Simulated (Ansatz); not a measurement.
## Geometry relaxation of Ni (part 1 of 3)

The run: geometry relaxation of Ni (slab, 10 atoms in the cell). Method and program: DFT PBE, scalar-relativistic, plane waves, PAW, spin-polarised (Ansatz 0.2.0).

The structure derives from an entry of the Crystallography Open Database. The input holds or restrains some coordinates. Forces given for the steps count only the free coordinates. Figures and captions count atoms from 1; the log counts them from 0 in places.

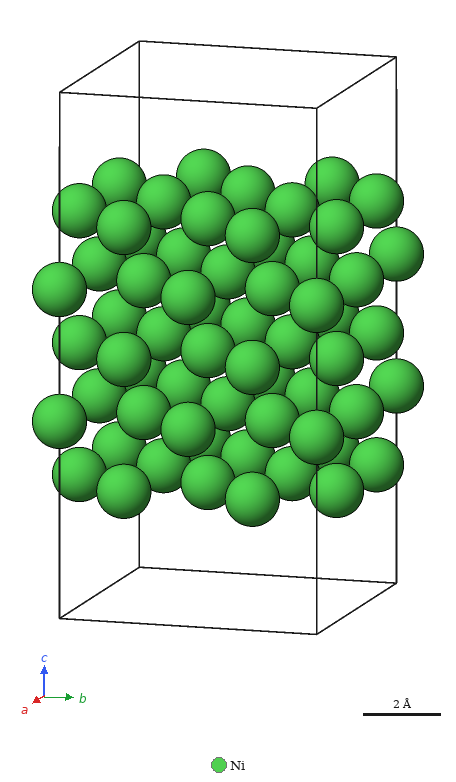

*The starting structure (spheres-only view of the 2 × 2 repeat of the cell, with the vacuum cut short, seen slightly off an axis). An atom can appear more than once, as a periodic image.*

### The input
```yaml
crystal:
  lattice:
    - [3.5184756067, 0.0, 0.0]
    - [0.0, 3.5184756067, 0.0]
    - [0.0, 0.0, 24.0369512134]
  atoms:
    - { symbol: Ni, position: [0.0, 0.5, 0.3536222179], spin: 0.75 }
    - { symbol: Ni, position: [0.5, 0.0, 0.3536222179], spin: 0.75 }
    - { symbol: Ni, position: [0.5, 0.5, 0.426811109], spin: 0.75 }
    - { symbol: Ni, position: [0.0, 0.0, 0.426811109], spin: 0.75 }
    - { symbol: Ni, position: [0.0, 0.5, 0.5], spin: 0.75 }
    - { symbol: Ni, position: [0.5, 0.0, 0.5], spin: 0.75 }
    - { symbol: Ni, position: [0.5, 0.5, 0.573188891], spin: 0.75 }
    - { symbol: Ni, position: [0.0, 0.0, 0.573188891], spin: 0.75 }
    - { symbol: Ni, position: [0.0, 0.5, 0.6463777821], spin: 0.75 }
    - { symbol: Ni, position: [0.5, 0.0, 0.6463777821], spin: 0.75 }
basis:
  ecutwfc: 420
kpoints:
  mp_grid: { grid: [8, 8, 1] }
hamiltonian:
  xc: pbe
scf:
  occupations: { method: gaussian, width: 0.1 }
output:
  forces: true
  eigenvalues: true
  populations: true
  write_density: true
  write_potential: true
  elf: true
  volumetric_format: npy
magnetization:
  spin_polarized: true
relax:
  adjacent_minimum: "off"
  f_tol: 0.03
  max_steps: 70
  constraints: [{ sites: [0, 1, 2, 3] }]
efield:
  axis: 3
  dipole_correction: true
```

Hardware: 4 threads of Intel Xeon (Sapphire Rapids), 64 GiB of memory available, shared host.

Run as:
```bash
ansatz run input.yaml --threads 4 --pin off --max-ram 10240MiB --backend cpu --events-out ev --progress --plain --runs-dir out
```

### The program's output
```
Engine: ansatz 0.2.0, x86_64-unknown-linux-gnu
Pseudopotentials: kind: paw
Pseudopotential: Ni, paw, valence charge 18, recommended cutoff 420 eV (normal), Ni.paw.azcp
Functional definition: PBE
  parameter kappa = 0.804
  parameter beta = 0.06672455060314922
  exchange = pbe_x(kappa = kappa, mu = beta*pi^2/3)
  correlation = pbe_c(beta = beta)
Crystal: 10 atoms, lattice volume = 297.570 Å³
Basis set: ecut = 420 eV, 5805 PW (Γ), exchange–correlation on 48×48×324 points (8 copies of the dense FFT grid, shifted against one another)
Bands: 113, of which v1, the nominal top of the filled ones, is band 90 counted from 1 (89 counted from 0)
Symmetry: 16 space group operations
k-points: 15 of 64
Non-local potential: Ni, projectors of the file, l = 0: 3, l = 1: 2, l = 2: 3, l = 3: 1
PAW form: soft (Blöchl's): semilocal exchange-correlation on the pseudo side does not see the compensation charge
PAW one-centre angular grid: Ni, 590 points (default); XC on 64 Gauss nodes
Initial density: superposition of atomic densities (neutral atoms: chi_scale 0, normalization atom)
Starting moments: Σ|m| = 7.5 μB on 10 of 10 sites
Initial wavefunctions: pseudopotential atomic-orbital guess
Functional: x = pbe(κ = 0.804, μ = 0.2195149727645171), c = pbe(β = 0.06672455060314922)
SCF iter   1: F=—  HF=-58384.158076 eV  |F-HF|=—  |Δ(HF+E_count)|=         —  Δρ=2.79e-2 (↑1.49e-2 ↓2.79e-2)  dr2=9.20e0  dr2_m=6.19e-1  M=7.812 μB ∫|m|=8.198 μB  β_m=1.00  ethr=3.10e-3  p=0.000 e·Å  D=4.39e-13 V/Å  ΔV_dip=-0.00 eV  dr2_dipole=6.75e-9  V_vac-E_F(+/−)=7.16/7.16 eV  ⟨swp⟩=9.2  Hψ=15959  notcnv=0  defer=102
Mixer restart at iter 1: flushing history
efield: sawtooth ramp at fractional position 0.9500 (placed from the atoms, in the widest stretch of the axis that holds none; the zero of the levels goes with the place), width 0.1000; the density the first Hamiltonian is built on has a dipole p = 0.000 e·Å; the dipole correction subtracts the counter field D = 4.39e-13 V/Å, which shifts the + side's vacuum level by -0.00 eV against the − side's; the planar-averaged density in the ramp window peaks in size at 2.4e-5 e/Å³
preconditioner: auto → LDOS  [metal: Δε(μ)=0.003 eV  Ē_g=7.289 eV  σ=0.100 eV  W_gap=0.02  n_scr=70 (ndim 8)  ℏωp=21.5 eV  f_vac=0.573  D(μ)=21.01/eV (n_scr^D=198)]
spin=Collinear: LDOS preconditioning applied to the charge; magnetization (m = ρ↑ − ρ↓) channel mixes plain (no charge-response kernel on spin).
SCF iter   2: F=—  HF=-58385.596877 eV  |F-HF|=—  |Δ(HF+E_count)|=    1.44e0  Δρ=1.22e-2 (↑1.22e-2 ↓1.06e-2)  dr2=1.68e0  dr2_m=8.66e-3  M=7.585 μB ∫|m|=8.339 μB  β_m=0.32  ethr=3.10e-3  p=0.000 e·Å  D=6.74e-6 V/Å  ΔV_dip=-0.00 eV  dr2_dipole=1.10e-8  V_vac-E_F(+/−)=6.32/6.32 eV  ⟨swp⟩=2.1  Hψ=5439  notcnv=0  defer=376
density mixer auto → msr1: a metal under ldos (density of states about μ 3.84 of a free-electron gas's, 70 screened modes)
SCF iter   3: F=—  HF=-58389.279772 eV  |F-HF|=—  |Δ(HF+E_count)|=    3.68e0  Δρ=6.64e-3 (↑5.00e-3 ↓6.64e-3)  dr2=3.85e-1  dr2_m=5.09e-3  M=7.458 μB ∫|m|=8.301 μB  β_m=0.48  ethr=9.32e-4  p=0.000 e·Å  D=6.31e-6 V/Å  ΔV_dip=-0.00 eV  dr2_dipole=4.48e-9  V_vac-E_F(+/−)=5.84/5.85 eV  ⟨swp⟩=2.5  Hψ=5215  notcnv=0  defer=376
SCF iter   4: F=—  HF=-58392.753927 eV  |F-HF|=—  |Δ(HF+E_count)|=    3.47e0  Δρ=7.35e-3 (↑3.38e-3 ↓7.35e-3)  dr2=2.22e-1  dr2_m=1.59e-2  M=7.129 μB ∫|m|=8.146 μB  β_m=0.74  ethr=2.14e-4  p=0.000 e·Å  D=4.44e-6 V/Å  ΔV_dip=-0.00 eV  dr2_dipole=1.02e-9  V_vac-E_F(+/−)=5.30/5.30 eV  ⟨swp⟩=2.4  Hψ=6057  notcnv=0  defer=396
SCF iter   5: F=—  HF=-58393.757364 eV  |F-HF|=—  |Δ(HF+E_count)|=         —  Δρ=5.83e-3 (↑1.90e-3 ↓5.83e-3)  dr2=1.04e-1  dr2_m=2.31e-2  M=6.722 μB ∫|m|=7.741 μB  β_m=0.74  ethr=1.23e-4  p=-0.000 e·Å  D=-3.02e-6 V/Å  ΔV_dip=0.00 eV  dr2_dipole=2.51e-9  V_vac-E_F(+/−)=5.00/5.00 eV  ⟨swp⟩=2.2  Hψ=6267  notcnv=0  defer=395
SCF iter   6: F=—  HF=-58393.747108 eV  |F-HF|=—  |Δ(HF+E_count)|=   1.03e-2  Δρ=2.94e-3 (↑9.60e-4 ↓2.94e-3)  dr2=2.41e-2  dr2_m=4.69e-3  M=6.706 μB ∫|m|=7.705 μB  β_m=0.67  ethr=5.76e-5  p=0.000 e·Å  D=4.84e-6 V/Å  ΔV_dip=-0.00 eV  dr2_dipole=1.11e-8  V_vac-E_F(+/−)=4.95/4.95 eV  ⟨swp⟩=2.1  Hψ=5267  notcnv=0  defer=408
SCF iter   7: F=—  HF=-58393.741942 eV  |F-HF|=—  |Δ(HF+E_count)|=   5.17e-3  Δρ=6.56e-4 (↑5.08e-4 ↓6.56e-4)  dr2=2.16e-3  dr2_m=1.82e-4  M=6.719 μB ∫|m|=7.721 μB  β_m=0.68  ethr=1.34e-5  p=-0.000 e·Å  D=-3.52e-6 V/Å  ΔV_dip=0.00 eV  dr2_dipole=7.83e-9  V_vac-E_F(+/−)=4.91/4.91 eV  ⟨swp⟩=2.0  Hψ=4862  notcnv=0  defer=395
SCF iter   8: F=—  HF=-58393.741825 eV  |F-HF|=—  |Δ(HF+E_count)|=   1.17e-4  Δρ=3.14e-4 (↑1.53e-4 ↓3.14e-4)  dr2=3.53e-4  dr2_m=4.42e-5  M=6.717 μB ∫|m|=7.715 μB  β_m=0.73  ethr=1.20e-6  p=0.000 e·Å  D=4.64e-6 V/Å  ΔV_dip=-0.00 eV  dr2_dipole=9.68e-9  V_vac-E_F(+/−)=4.91/4.91 eV  ⟨swp⟩=2.6  Hψ=5710  notcnv=0  defer=395
SCF iter   9: F=—  HF=-58393.742089 eV  |F-HF|=—  |Δ(HF+E_count)|=   2.65e-4  Δρ=2.51e-4 (↑1.58e-4 ↓2.51e-4)  dr2=2.83e-4  dr2_m=9.53e-6  M=6.713 μB ∫|m|=7.714 μB  β_m=0.57  ethr=1.96e-7  p=-0.000 e·Å  D=-5.45e-6 V/Å  ΔV_dip=0.00 eV  dr2_dipole=1.46e-8  V_vac-E_F(+/−)=4.90/4.90 eV  ⟨swp⟩=2.8  Hψ=6710  notcnv=0  defer=395
SCF iter  10: F=—  HF=-58393.742029 eV  |F-HF|=—  |Δ(HF+E_count)|=   6.09e-5  Δρ=5.79e-5 (↑5.29e-5 ↓5.79e-5)  dr2=2.38e-5  dr2_m=9.10e-7  M=6.712 μB ∫|m|=7.713 μB  β_m=0.61  ethr=1.57e-7  p=-0.000 e·Å  D=-5.79e-7 V/Å  ΔV_dip=0.00 eV  dr2_dipole=5.91e-11  V_vac-E_F(+/−)=4.90/4.90 eV  ⟨swp⟩=2.0  Hψ=4421  notcnv=0  defer=395
SCF iter  11: F=—  HF=-58393.742029 eV  |F-HF|=—  |Δ(HF+E_count)|=   1.49e-7  Δρ=2.35e-5 (↑2.35e-5 ↓1.35e-5)  dr2=2.25e-6  dr2_m=7.17e-7  M=6.712 μB ∫|m|=7.713 μB  β_m=0.65  ethr=1.32e-8  p=-0.000 e·Å  D=-1.86e-6 V/Å  ΔV_dip=0.00 eV  dr2_dipole=3.73e-9  V_vac-E_F(+/−)=4.90/4.90 eV  ⟨swp⟩=2.0  Hψ=5106  notcnv=0  defer=395
SCF iter  12: F=-58393.742026 eV  HF=-58393.742029 eV  |F-HF|=2.96e-6  |Δ(HF+E_count)|=   6.04e-8  Δρ=2.59e-5 (↑1.10e-5 ↓2.59e-5)  dr2=3.47e-6  dr2_m=2.01e-7  M=6.712 μB ∫|m|=7.714 μB  ethr=1.25e-9  p=0.000 e·Å  D=3.00e-6 V/Å  ΔV_dip=-0.00 eV  dr2_dipole=3.95e-8  V_vac-E_F(+/−)=4.90/4.90 eV  ⟨swp⟩=19.9  Hψ=34154  notcnv=0
SCF 1 converged in 12 iterations: F = -58393.742026 eV  dr2 = 3.47e-6
  greatest PAW one-centre occupation: 1.001 electrons in one spin orbital (limit 2), on the Ni atom at site 9 (counted from 0), in its partial waves of l = 1
relax step   1: F+E_penalty+E_count = -58393.74202577 eV  Δ(F+E_penalty+E_count) = +0.000e0 eV  max|allowed force component| = 3.865e-1 eV/Å  Δτ_max = 0.0000 Å  (12 SCF iters, dr2 threshold 2.25e-5 eV, accepted)
Initial density: handed on by an earlier stage of this run
Starting moments: Σ|m| = 7.5 μB on 10 of 10 sites; this step starts from the density that it was given
Initial wavefunctions: those handed on with the density
iter 1 solved again at ethr=5.42e-6 eV; its pass at ethr=3.10e-3 eV (dr2=9.76e-3 eV) is discarded
SCF iter   1: F=—  HF=-58393.757275 eV  |F-HF|=—  |Δ(HF+E_count)|=         —  Δρ=9.92e-4 (↑6.82e-4 ↓9.92e-4)  dr2=8.41e-3  dr2_m=8.05e-4  M=6.721 μB ∫|m|=7.720 μB  β_m=1.00  ethr=5.42e-6  p=0.000 e·Å  D=3.03e-6 V/Å  ΔV_dip=-0.00 eV  dr2_dipole=1.41e-3  V_vac-E_F(+/−)=4.89/4.89 eV  ⟨swp⟩=2.0  Hψ=9678  notcnv=0  defer=409
efield: sawtooth ramp at fractional position 0.9500 (handed on by an earlier solve), width 0.1000; the density the first Hamiltonian is built on has a dipole p = 0.000 e·Å; the dipole correction subtracts the counter field D = 3.03e-6 V/Å, which shifts the + side's vacuum level by -0.00 eV against the − side's; the planar-averaged density in the ramp window peaks in size at 3.3e-5 e/Å³
preconditioner: auto → LDOS  [metal: Δε(μ)=0.011 eV  Ē_g=7.171 eV  σ=0.100 eV  W_gap=0.06  n_scr=12 (ndim 8)  ℏωp=21.5 eV  f_vac=0.584  D(μ)=17.31/eV (n_scr^D=168)]
spin=Collinear: LDOS preconditioning applied to the charge; magnetization (m = ρ↑ − ρ↓) channel mixes plain (no charge-response kernel on spin).
SCF iter   2: F=—  HF=-58393.756237 eV  |F-HF|=—  |Δ(HF+E_count)|=   1.04e-3  Δρ=2.94e-4 (↑2.94e-4 ↓2.65e-4)  dr2=2.40e-3  dr2_m=6.80e-6  M=6.718 μB ∫|m|=7.718 μB  β_m=0.33  ethr=4.67e-6  p=0.001 e·Å  D=6.31e-4 V/Å  ΔV_dip=-0.02 eV  dr2_dipole=8.37e-4  V_vac-E_F(+/−)=4.88/4.89 eV  ⟨swp⟩=2.0  Hψ=4245  notcnv=0  defer=409
density mixer auto → msr1: a metal under ldos (density of states about μ 3.58 of a free-electron gas's, 70 screened modes)
SCF iter   3: F=—  HF=-58393.756180 eV  |F-HF|=—  |Δ(HF+E_count)|=   5.71e-5  Δρ=2.67e-4 (↑2.67e-4 ↓1.38e-4)  dr2=5.60e-4  dr2_m=5.15e-5  M=6.717 μB ∫|m|=7.718 μB  β_m=0.43  ethr=1.33e-6  p=0.001 e·Å  D=7.90e-4 V/Å  ΔV_dip=-0.02 eV  dr2_dipole=1.12e-4  V_vac-E_F(+/−)=4.88/4.90 eV  ⟨swp⟩=1.9  Hψ=4065  notcnv=0  defer=409
SCF iter   4: F=—  HF=-58393.756222 eV  |F-HF|=—  |Δ(HF+E_count)|=   4.20e-5  Δρ=1.36e-4 (↑1.36e-4 ↓9.65e-5)  dr2=1.64e-4  dr2_m=2.82e-5  M=6.716 μB ∫|m|=7.717 μB  β_m=0.50  ethr=3.11e-7  p=0.001 e·Å  D=3.24e-4 V/Å  ΔV_dip=-0.01 eV  dr2_dipole=5.18e-5  V_vac-E_F(+/−)=4.89/4.90 eV  ⟨swp⟩=1.2  Hψ=3501  notcnv=0  defer=409
SCF iter   5: F=—  HF=-58393.756253 eV  |F-HF|=—  |Δ(HF+E_count)|=   3.18e-5  Δρ=6.80e-5 (↑6.48e-5 ↓6.80e-5)  dr2=3.76e-6  dr2_m=1.11e-5  M=6.715 μB ∫|m|=7.716 μB  β_m=0.73  ethr=9.11e-8  p=0.000 e·Å  D=1.03e-4 V/Å  ΔV_dip=-0.00 eV  dr2_dipole=1.25e-6  V_vac-E_F(+/−)=4.90/4.90 eV  ⟨swp⟩=1.9  Hψ=4801  notcnv=0  defer=409
SCF iter   6: F=—  HF=-58393.756269 eV  |F-HF|=—  |Δ(HF+E_count)|=   1.58e-5  Δρ=3.72e-5 (↑3.72e-5 ↓2.92e-5)  dr2=1.13e-5  dr2_m=9.91e-7  M=6.715 μB ∫|m|=7.715 μB  β_m=0.68  ethr=2.09e-9  p=0.000 e·Å  D=5.93e-5 V/Å  ΔV_dip=-0.00 eV  dr2_dipole=2.01e-7  V_vac-E_F(+/−)=4.90/4.90 eV  ⟨swp⟩=3.0  Hψ=6609  notcnv=0  defer=409
SCF iter   7: F=—  HF=-58393.756268 eV  |F-HF|=—  |Δ(HF+E_count)|=   8.11e-7  Δρ=5.49e-5 (↑1.62e-5 ↓5.49e-5)  dr2=1.54e-5  dr2_m=1.19e-6  M=6.714 μB ∫|m|=7.714 μB  β_m=0.59  ethr=2.09e-9  p=0.000 e·Å  D=4.98e-5 V/Å  ΔV_dip=-0.00 eV  dr2_dipole=1.30e-6  V_vac-E_F(+/−)=4.90/4.90 eV  ⟨swp⟩=2.1  Hψ=5894  notcnv=0  defer=409
SCF iter   8: F=-58393.756260 eV  HF=-58393.756268 eV  |F-HF|=7.87e-6  |Δ(HF+E_count)|=   3.81e-7  Δρ=2.22e-5 (↑4.21e-6 ↓2.22e-5)  dr2=6.16e-6  dr2_m=2.51e-7  M=6.714 μB ∫|m|=7.715 μB  ethr=2.09e-9  p=0.000 e·Å  D=3.73e-5 V/Å  ΔV_dip=-0.00 eV  dr2_dipole=2.02e-6  V_vac-E_F(+/−)=4.90/4.90 eV  ⟨swp⟩=17.3  Hψ=30806  notcnv=0
SCF 2 converged in 8 iterations: F = -58393.756260 eV  dr2 = 6.16e-6
  greatest PAW one-centre occupation: 1.001 electrons in one spin orbital (limit 2), on the Ni atom at site 1 (counted from 0), in its partial waves of l = 1
relax step   2: F+E_penalty+E_count = -58393.75626024 eV  Δ(F+E_penalty+E_count) = -1.423e-2 eV  max|allowed force component| = 2.600e-1 eV/Å  Δτ_max = 0.0171 Å  (8 SCF iters, dr2 threshold 9.34e-6 eV, accepted)
```
